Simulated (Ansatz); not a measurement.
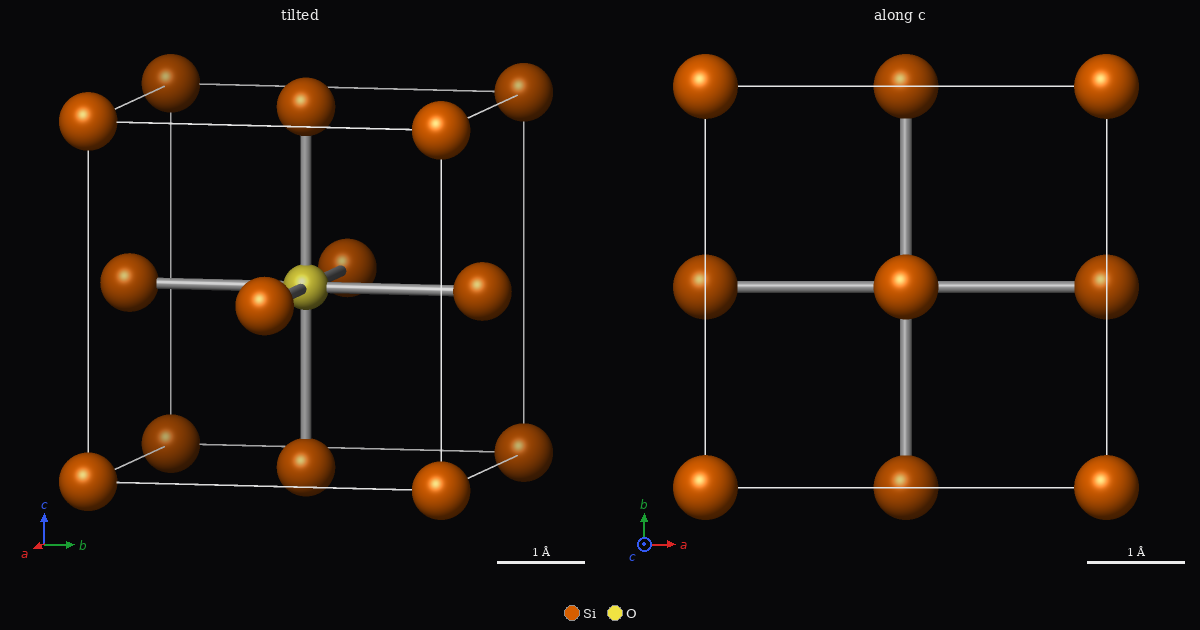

Ball-and-stick representation of a periodic structure, projected slightly off an axis and along the c axis. The edges of the conventional unit cell are marked. Cell: a = 4.18 Å, b = 4.18 Å, c = 4.18 Å, α = 90.00°, β = 90.00°, γ = 90.00°.

The structure comes from a structure type filled with these elements by a generator (whether the compound takes this form wasn't checked). Earlier steps of the study, as a rule a relaxation of our own, may have changed the cell and positions, so they can lie some per cent off the listed ones. An electronic-structure calculation with Ansatz was run on it.

Question: Explain the picture.

Answer: Composition: Si$_{4}$O. The atoms follow space group Pm-3m (No. 221); the Bravais lattice is primitive cubic. Cell content 4 Si, 1 O; Z = 1. O bonds to six Si in an octahedral arrangement at about 2.1 Å. Si takes two kinds of site: 1a with no bonds drawn; 3c with two O in a linear arrangement at about 2.1 Å. The bonds build a three-dimensional framework; some Si atoms get no bond from the drawing's distance rule.

The numbers come from DFT PBE, scalar-relativistic, plane waves, PAW in Ansatz 0.2.0, using a 420 eV plane-wave basis, a 10×10×10 grid in reciprocal space, Gaussian smearing of 0.1 eV, no spin polarisation.

Question: What is the electronic character?

Answer: A metal: bands cross the Fermi level.

Question: How are the electrons shared out in a Bader analysis?

Answer: Si +0.02 to +0.56 e; O -1.70 e.

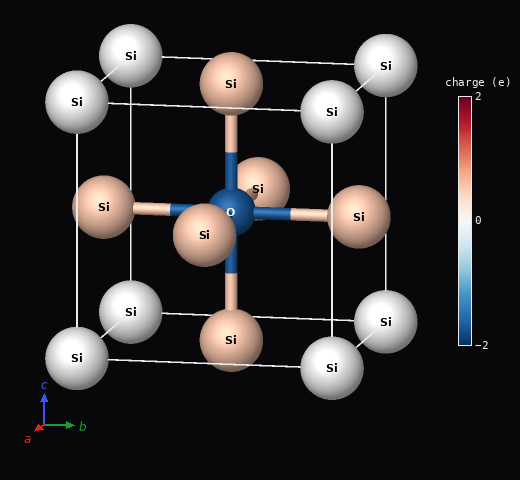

The atoms coloured by those charges. The run's cell of 5 atoms is drawn.

Question: Are forces and stress small enough to call this relaxed?

Answer: Yes. All forces vanish to within 0.01 eV/Å. The pressure is 0.0 GPa, close to zero.
